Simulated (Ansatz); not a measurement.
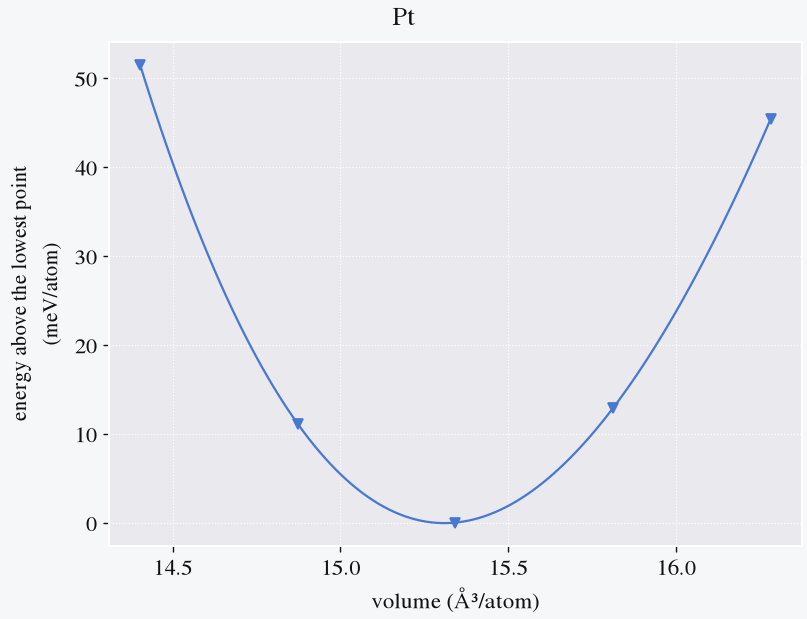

The figure shows the energy above the lowest point against volume for Pt, space group Fm-3m (No. 225) (one of a set of cubic test structures, which need not be the stable phase).

Computed with Ansatz 0.2.0 development build: equation of state of a cubic crystal from periodic Kohn-Sham density functional theory without spin, third-order Birch-Murnaghan fit to the free energies; pressure corrected for the finite basis. Level: r2SCAN.

```csv
setting,value
structure type,fcc
atoms in cell,1
space group number,225
lattice centring,face-centred primitive
k mesh,15×15×15
occupation method,Fermi–Dirac
occupation width,0.1 eV
wave cutoff,500 eV
datasets,soft-1 PAW
density tolerance,1e-07 eV
bands,13
density cutoff ratio,4
search for lower states,default
```

From this curve and the settings, what does the calculation give for the pressure at the same points?

The pressure falls from 19.4 GPa at volume 14.40 Å³/atom to −14.0 GPa at 16.28 Å³/atom, and changes sign near 15.31 Å³/atom.

```json
{"volume (Å³/atom)": "14.40", "pressure (GPa)": "19.4"}
{"volume (Å³/atom)": "14.87", "pressure (GPa)": "8.5"}
{"volume (Å³/atom)": "15.34", "pressure (GPa)": "-0.6"}
{"volume (Å³/atom)": "15.81", "pressure (GPa)": "-8.0"}
{"volume (Å³/atom)": "16.28", "pressure (GPa)": "-14.0"}
```
